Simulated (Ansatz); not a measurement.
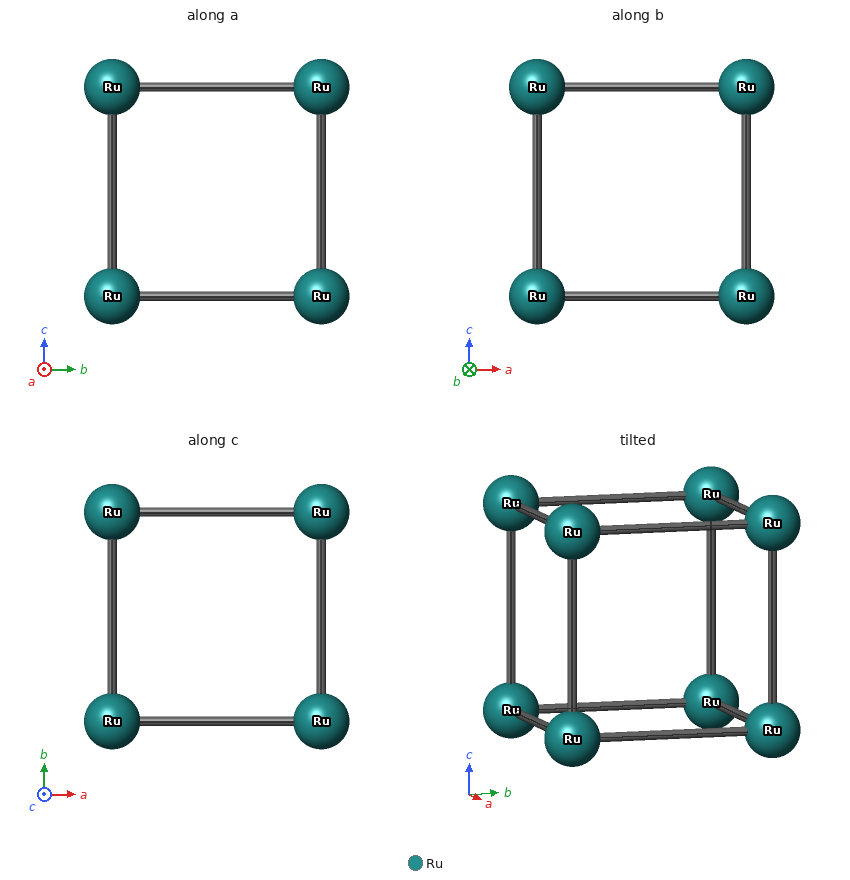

Ball-and-stick representation of a periodic structure, projected along the a axis, along the b axis, along the c axis and slightly off an axis. The conventional unit cell is outlined; an atom on or near a face, edge or corner is repeated at each equivalent position.

Lattice parameters: a = 2.4908 Å, b = 2.4908 Å, c = 2.4908 Å, α = 90.000°, β = 90.000°, γ = 90.000°.

Question: Put the structure into a CIF in P1 with every atom of the cell.

Answer:
```cif
data_structure
_symmetry_space_group_name_H-M 'P 1'
_symmetry_Int_Tables_number 1
_cell_length_a 2.4908
_cell_length_b 2.4908
_cell_length_c 2.4908
_cell_angle_alpha 90.000
_cell_angle_beta 90.000
_cell_angle_gamma 90.000
_cell_volume 15.45
loop_
_atom_site_label
_atom_site_type_symbol
_atom_site_fract_x
_atom_site_fract_y
_atom_site_fract_z
_atom_site_occupancy
Ru1 Ru 0.0000 0.0000 0.0000 1
```

Origin of the cell: a structure type filled with this element by a generator (whether the element takes this form wasn't checked). A relaxation with Ansatz 0.2.0, DFT r2SCAN, scalar-relativistic, plane waves, PAW gave the geometry drawn.
